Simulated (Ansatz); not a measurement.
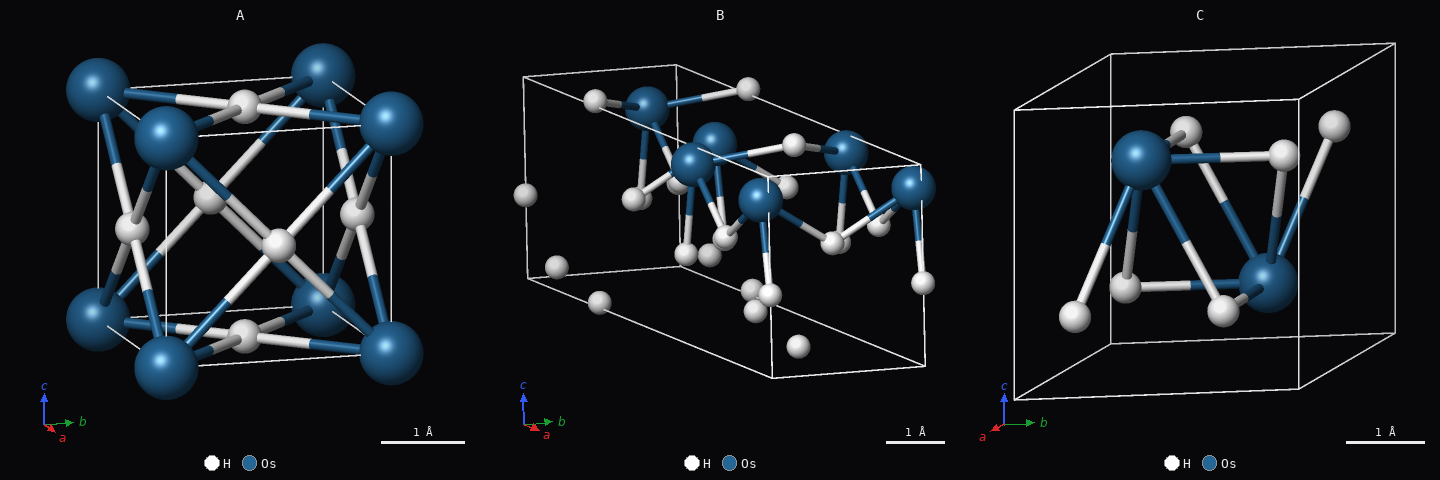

Three structures of H$_{3}$Os, each relaxed to rest (conventional cells in solid outline, small ones repeated, each panel with its own scale). Method: DFT PBE, scalar-relativistic, plane waves, PAW in Ansatz 0.2.0, without spin polarisation.

**What are the structures shown?**

A: Cu₃Au (L1₂) type, Pm-3m; B: 16 atoms a cell on a base-centred monoclinic lattice, Cm; C: 8 atoms a cell on a primitive hexagonal lattice, P6_3/mmc.

**Which of these is lowest in energy, and how far above it do the others lie?**

B, then A (+84 meV/atom) and C (+144 meV/atom), energies at zero smearing.

**Collect the results in a table.**

| panel | structure | E − E(lowest) (meV/atom) | volume (Å³/atom) | gap (eV) |
| --- | --- | --- | --- | --- |
| B | Cm | 0 | 6.9 | metal |
| A | Pm-3m | 84 | 5.8 | metal |
| C | P6_3/mmc | 144 | 5.8 | metal |

Some of these may be structure types tried for this composition rather than known phases, and the most stable form need not be among them. Gaps are taken on the k-mesh or band path of each run.
